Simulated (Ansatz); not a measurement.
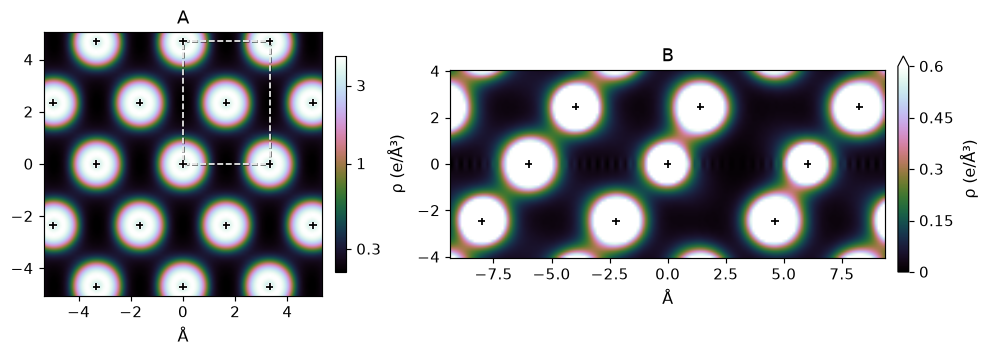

The valence pseudo-density of 2 systems, each on a plane through atoms (crosses mark nuclei in the plane).

The calculation used DFT PBE, scalar-relativistic, plane waves, PAW (Ansatz).

System 1: Ta, the (11̄0) plane of the conventional cell. Space group Im-3m; computed without spin polarisation.

```xyz
2
Lattice="3.3218 0.0000 0.0000 0.0000 3.3218 0.0000 0.0000 0.0000 3.3218" Properties=species:S:1:pos:R:3 pbc="T T T"
Ta    0.0000    0.0000    0.0000
Ta    1.6609    1.6609    1.6609
```

System 2: Ge₂Sb₂Te₅, the (110) plane of the conventional cell. Space group P-3m1; a structure from a database of computed crystals, not necessarily the ambient phase.

```xyz
9
Lattice="4.2683 0.0000 0.0000 -2.1341 3.6965 0.0000 0.0000 0.0000 18.0055" Properties=species:S:1:pos:R:3 pbc="T T T"
Ge    0.0000    0.0000    5.9865
Ge    0.0000    0.0000   12.0190
Sb    0.0000    2.4643    2.0244
Sb    2.1342    1.2321   15.9811
Te    0.0000    0.0000    0.0000
Te    0.0000    2.4643   14.2387
Te    2.1342    1.2321    3.7667
Te    0.0000    2.4643    7.3992
Te    2.1342    1.2321   10.6063
```

### Which map belongs to which system?

Panel A is system 1, Ta: the plane holds Ta. Ta–Ta (2.88 Å): ρ at the midpoint is about 0.3 e/Å³. Panel B is system 2, Ge₂Sb₂Te₅: the plane holds Ge, Sb and Te. Ge–Te (2.84 Å): ρ is about 0.35 e/Å³ halfway.
